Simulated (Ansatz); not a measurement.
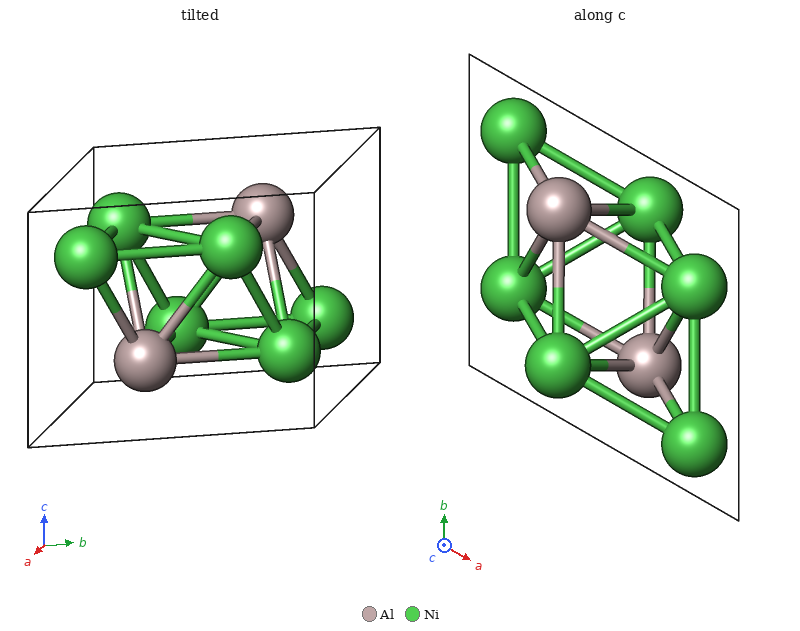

Drawn in the ball-and-stick manner and seen slightly off an axis and along the c axis. Atoms at the boundary of the conventional unit cell (the box) are drawn once for each face, edge or corner they touch. Cell: a = 5.07 Å, b = 5.07 Å, c = 4.08 Å, α = 90.00°, β = 90.00°, γ = 120.00°.

Starting structure: a structure listed in the Materials Project. Earlier steps of the study, as a rule a relaxation of our own, may have changed the cell and positions, so they can lie some per cent off the listed ones. It went into a calculation with Ansatz.

Question: Caption:

Answer: It has the composition AlNi$_{3}$. The space group is P6_3/mmc (No. 194); the lattice is primitive hexagonal. Cell content 2 Al, 6 Ni; Z = 2. The neighbours of Al are twelve Ni in an anticuboctahedral arrangement at about 2.5 Å. Each Ni atom is coordinated by eight Ni and four Al in an anticuboctahedral arrangement (about 2.5 to 2.6 Å to Ni, 2.5 Å to Al). The bonds build a three-dimensional framework.

Theory: DFT PBE, scalar-relativistic, plane waves, PAW (Ansatz). Numerical settings: a 420 eV plane-wave basis, a 12×12×10 k-point grid, Gaussian smearing of 0.1 eV, no spin polarisation (a spin-restricted run, not always the ground state).

Question: Classify it as metallic or gapped, with the value.

Answer: A metal: bands cross the Fermi level.

Question: How are the electrons shared out in a Bader analysis?

Answer: Al +1.83 e; Ni -0.61 e.

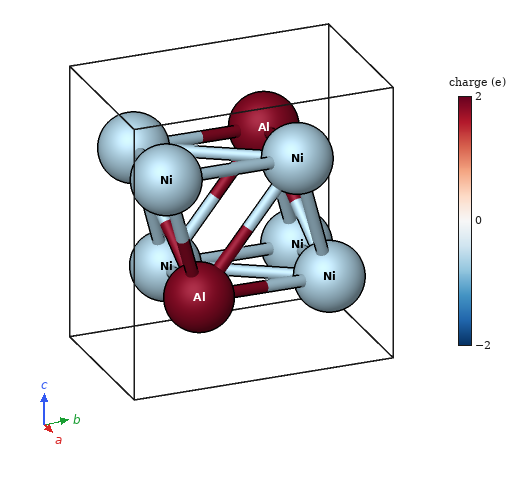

The atoms coloured by those charges. The run's cell of 8 atoms is drawn.

Question: Is the structure in equilibrium?

Answer: Yes. All forces vanish to within 0.01 eV/Å. The pressure is 0.0 GPa, close to zero.
